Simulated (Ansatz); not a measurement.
# Single-point calculation, with input and output: TaN

- system: TaN (Fm-3m, 2 atoms in the cell)
- method: DFT PBE, scalar-relativistic, plane waves, PAW, spin-polarised (Ansatz 0.2.0)

The structure derives from an entry of the Crystallography Open Database. It belongs to a series of runs on one base structure; here: the second end member. Figures and captions count atoms from 1; the log counts them from 0 in places.

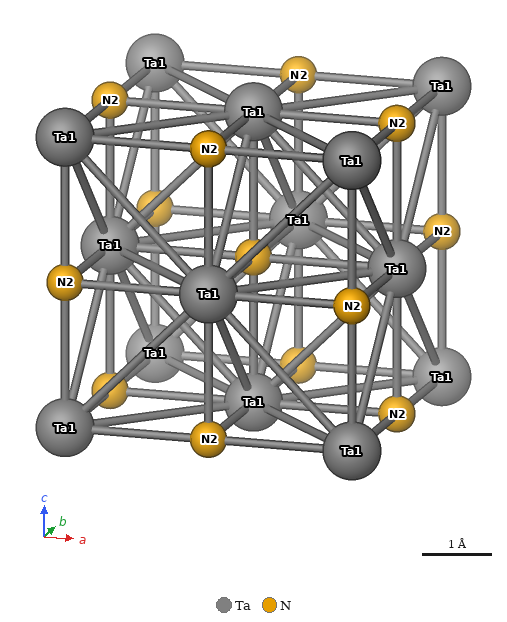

The structure as given in the input (ball-and-stick view of the cell 4 times as large as that of the calculation, set on its symmetry axes, seen slightly off an axis; atoms are numbered from 1 in the order of the input). Near neighbours in the crystal (not all of them lie inside the picture): Ta has 6 N at 2.19 Å and 12 Ta at 3.10 Å; N has 6 Ta at 2.19 Å.

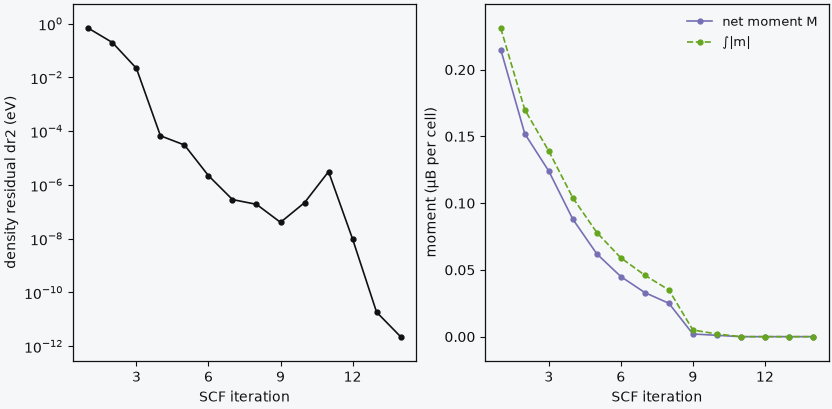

Convergence of the self-consistent field: density residual dr2 and magnetic moment against the SCF iteration. The residual falls unevenly and jumps up by a factor of two or more 2 times on the way down. The net moment goes from 0.2 to 0.0 μB per cell, and ∫|m| falls to zero.

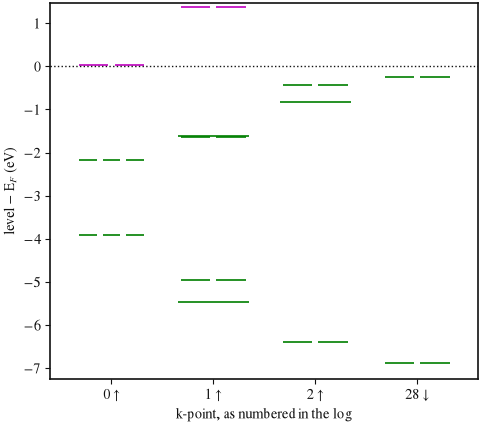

Kohn–Sham levels near the Fermi level (dotted) at the few k-points that the log prints; levels within 0.02 eV of each other stand side by side. The system is metallic on the full mesh.

These pictures come from the run below.

## Input
```yaml
crystal:
  lattice:
    - [0.0, 2.1933116125, 2.1933116125]
    - [2.1933116125, 0.0, 2.1933116125]
    - [2.1933116125, 2.1933116125, 0.0]
  atoms:
    - { symbol: Ta, position: [0.0, 0.0, 0.0], spin: 1.0 }
    - { symbol: "N", position: [0.5, 0.5, 0.5] }
basis:
  ecutwfc: 420
kpoints:
  mp_grid: { grid: [8, 8, 8] }
hamiltonian:
  xc: pbe
scf:
  occupations: { method: gaussian, width: 0.1 }
  lower_state_search: "off"
output:
  forces: true
  stress: true
  eigenvalues: true
  populations: true
magnetization:
  spin_polarized: true
```

Run as:
```bash
ansatz run input.yaml --threads 2 --pin off --max-ram 5120MiB --backend cpu --events-out ev --progress --plain --runs-dir out
```

## What the program printed
```
Engine: ansatz 0.2.0, x86_64-unknown-linux-gnu
Pseudopotentials: kind: paw
Pseudopotential: Ta, paw, valence charge 13, recommended cutoff 420 eV (normal), Ta.paw.azcp
Pseudopotential: N, paw, valence charge 5, recommended cutoff 420 eV (normal), N.paw.azcp
Functional definition: PBE
  parameter kappa = 0.804
  parameter beta = 0.06672455060314922
  exchange = pbe_x(kappa = kappa, mu = beta*pi^2/3)
  correlation = pbe_c(beta = beta)
Crystal: 2 atoms, lattice volume = 21.102 Å³
Basis set: ecut = 420 eV, 411 PW (Γ), exchange–correlation on 48×48×48 points (8 copies of the dense FFT grid, shifted against one another)
Bands: 14, of which v1, the nominal top of the filled ones, is band 9 counted from 1 (8 counted from 0)
Symmetry: 48 space group operations
Space group: Fm-3m (ITA 225), of the structure as read, at distance tolerance 2.8e-5 Å
Magnetic group: BNS 225.116 (UNI 1618), of the structure as read, at distance tolerance 2.8e-5 Å
k-points: 29 of 512
Non-local potential: Ta, projectors of the file, l = 0: 3, l = 1: 2, l = 2: 2, l = 3: 1
Non-local potential: N, projectors of the file, l = 0: 2, l = 1: 2, l = 2: 1
PAW form: soft (Blöchl's): semilocal exchange-correlation on the pseudo side does not see the compensation charge
PAW one-centre angular grid: Ta, 590 points (default); XC on 64 Gauss nodes
PAW one-centre angular grid: N, 110 points (default); XC on 64 Gauss nodes
Initial density: superposition of atomic densities (chi_scale 0.1, normalization cell, long waves kept (reshape's long-wave potential 0.00 eV rms))
Starting moments: Σ|m| = 1 μB on 1 of 2 sites
Initial wavefunctions: pseudopotential atomic-orbital guess
Functional: x = pbe(κ = 0.804, μ = 0.2195149727645171), c = pbe(β = 0.06672455060314922)
SCF iter   1: F=—  HF=-10317.885052 eV  |F-HF|=—  |Δ(HF+E_count)|=         —  Δρ=4.88e-2 (↑4.88e-2 ↓4.50e-2)  dr2=6.81e-1  dr2_m=2.78e-1  M=0.215 μB ∫|m|=0.231 μB  β_m=0.30  ethr=3.10e-3  ⟨swp⟩=5.6  Hψ=3953  notcnv=0
preconditioner: auto → none  [metal: Δε(μ)=0.034 eV  Ē_g=12.386 eV  σ=0.100 eV  W_gap=0.19  n_scr=8 (ndim 8)  ℏωp=25.6 eV  f_vac=0.000  D(μ)=1.69/eV (n_scr^D=14)  sad-step TF]
SCF iter   2: F=—  HF=-10317.834007 eV  |F-HF|=—  |Δ(HF+E_count)|=   5.10e-2  Δρ=3.33e-2 (↑3.33e-2 ↓3.27e-2)  dr2=2.00e-1  dr2_m=1.54e-1  M=0.152 μB ∫|m|=0.170 μB  β_m=0.30  ethr=3.10e-3  ⟨swp⟩=1.9  Hψ=1388  notcnv=0  defer=39
SCF iter   3: F=—  HF=-10317.843713 eV  |F-HF|=—  |Δ(HF+E_count)|=   9.71e-3  Δρ=2.32e-2 (↑2.11e-2 ↓2.32e-2)  dr2=2.19e-2  dr2_m=8.13e-2  M=0.124 μB ∫|m|=0.139 μB  β_m=0.30  ethr=1.11e-3  ⟨swp⟩=2.2  Hψ=1205  notcnv=0  defer=44
SCF iter   4: F=—  HF=-10317.861904 eV  |F-HF|=—  |Δ(HF+E_count)|=   1.82e-2  Δρ=1.53e-2 (↑1.53e-2 ↓1.53e-2)  dr2=6.77e-5  dr2_m=4.52e-2  M=0.088 μB ∫|m|=0.104 μB  β_m=0.30  ethr=1.22e-4  ⟨swp⟩=1.3  Hψ=1026  notcnv=0  defer=43
SCF iter   5: F=—  HF=-10317.871076 eV  |F-HF|=—  |Δ(HF+E_count)|=   9.17e-3  Δρ=1.15e-2 (↑1.15e-2 ↓1.14e-2)  dr2=3.07e-5  dr2_m=2.53e-2  M=0.062 μB ∫|m|=0.078 μB  β_m=0.30  ethr=3.76e-7  ⟨swp⟩=2.0  Hψ=1291  notcnv=0  defer=43
SCF iter   6: F=—  HF=-10317.876532 eV  |F-HF|=—  |Δ(HF+E_count)|=   5.46e-3  Δρ=8.53e-3 (↑8.51e-3 ↓8.53e-3)  dr2=2.22e-6  dr2_m=1.40e-2  M=0.045 μB ∫|m|=0.059 μB  β_m=0.30  ethr=1.71e-7  ⟨swp⟩=2.1  Hψ=1321  notcnv=0  defer=43
SCF iter   7: F=—  HF=-10317.879717 eV  |F-HF|=—  |Δ(HF+E_count)|=   3.19e-3  Δρ=6.34e-3 (↑6.34e-3 ↓6.33e-3)  dr2=2.86e-7  dr2_m=7.76e-3  M=0.033 μB ∫|m|=0.046 μB  β_m=0.30  ethr=1.24e-8  ⟨swp⟩=3.1  Hψ=1512  notcnv=0  defer=43
Mixer restart at iter 7: flushing history
spin-set hold released at iteration 7 (site moments contracting): the magnetisation degrees of freedom join the quasi-Newton model from the next iteration; the mixer history was flushed
SCF iter   8: F=—  HF=-10317.881573 eV  |F-HF|=—  |Δ(HF+E_count)|=   1.86e-3  Δρ=4.70e-3 (↑4.70e-3 ↓4.69e-3)  dr2=1.90e-7  dr2_m=4.27e-3  M=0.025 μB ∫|m|=0.035 μB  β_m=0.65  ethr=1.59e-9  ⟨swp⟩=3.4  Hψ=1645  notcnv=0  defer=43
SCF iter   9: F=—  HF=-10317.884140 eV  |F-HF|=—  |Δ(HF+E_count)|=   2.57e-3  Δρ=3.25e-4 (↑3.25e-4 ↓3.15e-4)  dr2=4.06e-8  dr2_m=1.98e-5  M=0.002 μB ∫|m|=0.005 μB  β_m=0.82  ethr=1.06e-9  ⟨swp⟩=4.1  Hψ=2139  notcnv=0  defer=43
SCF iter  10: F=—  HF=-10317.884156 eV  |F-HF|=—  |Δ(HF+E_count)|=   1.61e-5  Δρ=1.34e-4 (↑1.07e-4 ↓1.34e-4)  dr2=2.19e-7  dr2_m=2.78e-6  M=0.001 μB ∫|m|=0.002 μB  β_m=0.91  ethr=2.26e-10  ⟨swp⟩=3.3  Hψ=1828  notcnv=0  defer=43
SCF iter  11: F=—  HF=-10317.884160 eV  |F-HF|=—  |Δ(HF+E_count)|=   4.49e-6  Δρ=6.69e-5 (↑6.69e-5 ↓5.13e-5)  dr2=3.13e-6  dr2_m=1.86e-8  M=-0.000 μB ∫|m|=0.000 μB  β_m=0.64  ethr=2.26e-10  ⟨swp⟩=3.6  Hψ=1687  notcnv=0  defer=43
iter 12 did not close the SCF: its close was put off for a magnetic moment that had not settled (scf_convergence_deferred on its scf_iter line)
SCF iter  12: F=-10317.884159 eV  HF=-10317.884159 eV  |F-HF|=1.15e-8  |Δ(HF+E_count)|=   8.09e-7  Δρ=1.40e-5 (↑9.99e-6 ↓1.40e-5)  dr2=9.80e-9  dr2_m=2.65e-8  M=-0.000 μB ∫|m|=0.000 μB  β_m=0.82  ethr=2.26e-10  ⟨swp⟩=5.2  Hψ=3652  notcnv=0
iter 13 did not close the SCF: its close was put off for a magnetic moment that had not settled (scf_convergence_deferred on its scf_iter line)
SCF iter  13: F=-10317.884159 eV  HF=-10317.884159 eV  |F-HF|=7.46e-11  |Δ(HF+E_count)|=   2.34e-8  Δρ=6.52e-7 (↑6.14e-7 ↓6.52e-7)  dr2=1.85e-11  dr2_m=7.20e-11  M=-0.000 μB ∫|m|=0.000 μB  β_m=0.86  ethr=5.44e-11  ⟨swp⟩=1.9  Hψ=2480  notcnv=0
SCF iter  14: F=-10317.884159 eV  HF=-10317.884159 eV  |F-HF|=1.82e-12  |Δ(HF+E_count)|=  1.04e-10  Δρ=9.38e-8 (↑9.38e-8 ↓8.19e-8)  dr2=2.26e-12  dr2_m=9.82e-13  M=-0.000 μB ∫|m|=0.000 μB  ethr=1.00e-12  ⟨swp⟩=1.0  Hψ=2245  notcnv=0
WARN: the starting moments were not kept: the SCF closed with an absolute magnetisation of 7.5e-7 μB, where they sum to 1 μB in size (1 site). That is at most 0.1 of that sum. Measured as dr2_m measures the in/out step, that magnetisation stands 1.0e-13 eV from none, at or under the dr2_threshold of 1.0e-7 eV: it is no larger than a step whose dr2_m would equal this threshold. The system may hold no moment; this SCF shows only that its start led to no more than that. To try another start: raise the starting moments (crystal.atoms[].spin, magnetization.per_species, magnetization.initial_magnetization, or on a non-collinear deck that types none of these the spinor_matrix: blocks that start its atoms; where the total moment is fixed, keep their sum and leave initial_magnetization as it is; typed ones take the place of any that the run laid by itself, positive ones on a crystal's lanthanoids without a Hubbard term where scf.initial_density.shell_occupations: [] is typed) or, if the notice of its spin-set hold's release reads "site moments contracting" or "site moments show no strong build", lengthen the hold (scf.mixing.spin_hold: { on: { confirm: 4 } }; for m-r²SCAN on two components see the key's manual first). Each may lead to a state that holds a moment. A second SCF, from the converged charge density, with the starting moments and any scf.initial_density.shell_occupations laid on it anew, would have followed, and was not run: the deck does not ask for one (magnetization.retry_lost_moments is false, the default). To let it run, set magnetization.retry_lost_moments: true and run the deck again, where that key's refused combinations let it; where memory then withholds it, that run's warning says so.
SCF 1 converged in 14 iterations: F = -10317.884159 eV  dr2 = 2.26e-12
  greatest PAW one-centre occupation: 0.999 electrons in one spin orbital (limit 2), on the Ta atom at site 0 (counted from 0), in its partial waves of l = 0
SCF converged after 14 iterations
Magnetization: -0.0000 μB (9.0000 up, 9.0000 down)
Absolute magnetization: 0.0000 μB (∫|ρ↑−ρ↓|, with the PAW one-centre terms)
Spin contamination: 0.0000 ħ² per cell (⟨S²⟩ above its minimum at these occupations)
Per-site moments (μB) at R_I (Å): [(-2.1110030967156484e-7, 0.90474104015625), (6.81195904826477e-9, 0.90474104015625)]
Free energy (F): -10317.884159 eV
Harris-Foulkes:  -10317.884159 eV  (|F-HF|=1.82e-12)
Internal energy: -10317.880972 eV  (E = F + TS)
E sigma→0 (E₀):  -10317.882566 eV
Entropy (-TS):   -0.003187 eV (-1.593 meV/atom)
Fermi energy:    21.945436 eV
--- Per-component energies (eV) ---
  E_band       = -41.104041
  E_kinetic    = 502.108199
  E_local      = -578.209814  (includes V_loc(G=0)·N_el)
  E_nonlocal   = 60.137650
  E_hartree    = 195.412466
  E_xc         = -280.430445
  E_vxc        = -283.053018  (∫ρ·V_xc dr)
  E_paw        = -8524.494402  (= ΣΔE_a)
  E_vpaw       = -132.912203  (= ΣTr[D̂ρ^β])
  E_aug_tail   = 0.000252  (compensation charges beyond the density's cutoff)
  E_ewald      = -1692.404879
  E_smearing   = -0.003187  (= −TS)
  E_closure    = 0.000000  (closes the sum)
  Σ components = -10317.884159   (vs F -10317.884159, Δ=0.00e0)
--- Forces (eV/Å), atoms counted from 1 ---
  atom   1  Ta    -0.00000000     0.00000000     0.00000000
  atom   2  N      0.00000000    -0.00000000     0.00000000
  max |Σ_I F_I| component: 1.41e-29 eV/Å
--- Stress (GPa, compression-positive) ---
        7.345267      -0.000000       0.000000
       -0.000000       7.345267      -0.000000
        0.000000       0.000000       7.345267
  P = ⅓ Tr σ = 7.3453 GPa (73.453 kbar)
--- Band table (eV; the first three rows and the last of 58) ---
  k-point 0 ↑: bands = ["-47.5566", "-13.8052", "-13.8052", "-13.8052", "2.9795", "18.0386", "18.0386", "18.0386", "19.7709", "19.7709", "19.7709", "21.9753", "21.9753", "23.4542"]
  k-point 1 ↑: bands = ["-47.5480", "-13.9435", "-13.8176", "-13.8176", "3.3510", "16.4881", "16.9882", "16.9882", "20.3012", "20.3012", "20.3351", "23.3249", "23.3249", "24.4887"]
  k-point 2 ↑: bands = ["-47.5273", "-14.2637", "-13.8475", "-13.8475", "4.3109", "14.1843", "15.5503", "15.5503", "21.1151", "21.5029", "21.5029", "25.8465", "25.8465", "26.3044"]
  k-point 28 ↓: bands = ["-47.4784", "-14.3294", "-14.3294", "-14.1246", "4.8920", "14.3859", "15.0670", "15.0670", "21.6996", "21.6996", "25.5112", "26.0300", "26.5001", "31.9173"]
--- Löwdin populations: 2 sites ---
  site symbol       q [e]    m [muB]
     0     Ta     12.2103    -0.0000
     1      N      5.7142     0.0000
  spilling = 0.004192 (of n_electrons = 18.000000)
```

## File populations.tsv
```
# site	symbol	l	j	q_up	q_dn
# orbitals = lowdin
# n_electrons = 18.000000
# spilling = 0.004192
0	Ta	0_5S	-	0.976061	0.976061
0	Ta	0_6S	-	0.236491	0.236491
0	Ta	1_5P	-	2.992649	2.992649
0	Ta	2_5D	-	1.899951	1.899951
1	N	0_2S	-	0.730748	0.730748
1	N	1_2P	-	2.126369	2.126369
```

## Key numbers

| quantity | value |
| --- | --- |
| outcome | converged |
| space group (tolerance 0.01 Å) | Fm-3m (225) |
| electrons treated | 18 |
| free energy | −10317.8842 eV |
| Fermi energy | 21.945 eV |
| gap on the k-point mesh | none (metallic) |
| net moment of the cell | 0.00 μB |
| integrated absolute moment | 0.00 μB |
| pressure | 7.35 GPa |
| largest force (length of the vector) | under 0.001 eV/Å |
| hardware | 2 threads of AMD EPYC (Zen 3), 32 GiB of memory available, shared host |
| wall time | 1 s (CPU time 1.9 s) |
| peak memory | 0.33 GiB |

## Notes

Warnings of the run: some starting moments were not kept. Spin–orbit coupling is left out, which matters for Ta. The cell is under a pressure of 7.3 GPa at this level, so it is not at its equilibrium volume.
